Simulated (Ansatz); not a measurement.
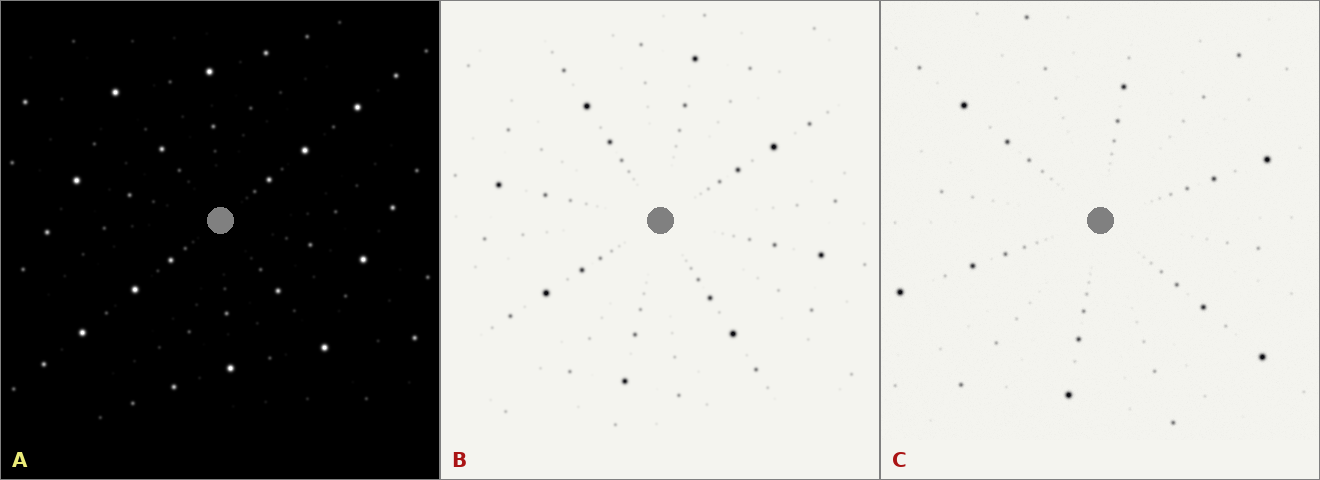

Simulated back-reflection Laue patterns (white X-rays, 0.45 to 2.2 Å, flat plate covering ±45° about the beam, kinematic intensities, seen from the source). Crystal: Ru, space group Fm-3m (No. 225), a = 3.81 Å. Structure: the input geometry of an electronic-structure calculation (not necessarily at equilibrium); the starting structure was generated, so it need not be a known form of this composition.

The directions [001], [110], [111] point towards the source, in some order. Which is which?

A: [110], symmetry 2mm (a twofold axis with two mirror lines). B: [001], symmetry 4mm (a fourfold axis with mirror lines). C: [111], symmetry 3m (a threefold axis with three mirror lines). The Laue class is m-3m.
